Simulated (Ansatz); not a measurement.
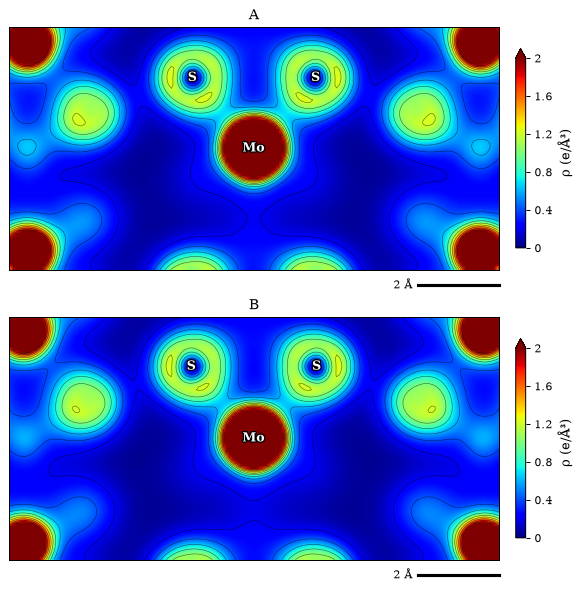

MoS$_{2}$. The valence pseudo-density of two cells that differ in size, on the (110) plane of each (indices in the axes of the calculation cell), at one length scale and on one colour scale; one has 15.0 and the other 15.8 Å³ an atom.

Space group P2₁/m; a point of a scan over the structure, not its minimum; computed without spin polarisation; PAW files of the earlier set (soft_1).

The calculation used DFT LDA+D3(BJ), scalar-relativistic, plane waves, PAW in Ansatz 0.2.0.

The density is the valence pseudo-density of a PAW calculation; it isn't the true density close to the nuclei.

The larger cell:

```cif
data_structure
_symmetry_space_group_name_H-M 'P 1'
_symmetry_Int_Tables_number 1
_cell_length_a 3.0848
_cell_length_b 3.0848
_cell_length_c 11.4814
_cell_angle_alpha 90.000
_cell_angle_beta 90.000
_cell_angle_gamma 120.000
_cell_volume 94.62
loop_
_atom_site_label
_atom_site_type_symbol
_atom_site_fract_x
_atom_site_fract_y
_atom_site_fract_z
_atom_site_occupancy
Mo1 Mo 0.16282 0.66667 0.25000 1
Mo2 Mo 0.83718 0.33333 0.75000 1
S1 S 0.50207 0.66667 0.61424 1
S2 S 0.49793 0.33333 0.11424 1
S3 S 0.50207 0.66667 0.88576 1
S4 S 0.49793 0.33333 0.38576 1
```

The smaller cell: a = 3.033 Å, b = 3.033 Å, c = 11.290 Å, α = 90.00°, β = 90.00°, γ = 120.00°.

Which is the denser cell? Describe the effect of the change.

Answer. Panel A is the smaller cell, by 5 % in volume. From the larger cell to the smaller, Mo–S goes from 2.37 to 2.33 Å, and the density at its midpoint from 0.64 to 0.69 e/Å³; the pressure goes from 1.8 to 13 GPa.
